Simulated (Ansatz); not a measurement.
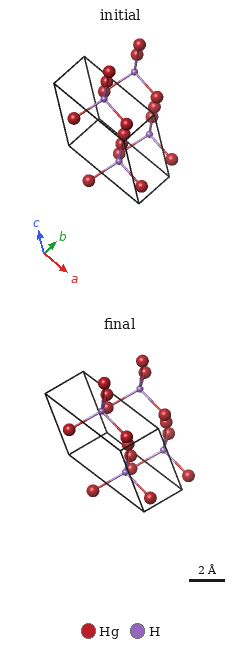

The structure of crystalline Hg₄H (set up in I-4) (coarse preliminary run) before (top) and after (bottom) a relaxation, at one scale.

A ball-and-stick model of the cell of the calculation, repeated 1 × 2 × 1 with one cell outlined, seen slightly off an axis.

Case: 1 H put on empty site 1 of 1 host cells, relaxed.

Level of theory: Ansatz 0.2.0, DFT r2SCAN, scalar-relativistic, plane waves, PAW. (plane-wave cutoff 500 eV; k-point mesh 6 × 6 × 6; occupations gaussian; smearing width 0.1 eV; no spin polarisation; cell and atoms relaxed; force threshold 0.0325 eV/Å; at most 70 steps)

Q: What changed between the two?

A: Over 5 accepted moves (6 points after the start) the energy falls by 32.7 meV per atom. Largest force component: 0.18 eV/Å at the start, 0.0043 eV/Å at the end. The pressure goes from 0.00 to −0.01 GPa. The SCF was repeated once at an unchanged geometry on a basis and grid sized afresh for the cell, which shifted the energy by 0.5 meV per atom at most. The largest moves relative to the cell, 0.13 Å, are those of Hg atoms. H stays in place. The volume changes by −1.8 %, with a = b = c 5.317 → 5.496 Å (+3.4 %), α 119.5° → 125.9°, β 119.5° → 125.9°, γ 90.9° → 80.0°. Among the contacts that change: H–Hg 2.112 → 2.191 Å. The space group stays I-42m (No. 121). The run took 83 s on 2 threads of Intel(R) Xeon(R) Platinum 8488C (Sapphire Rapids), with other jobs on the host, peak memory 0.86 GiB.
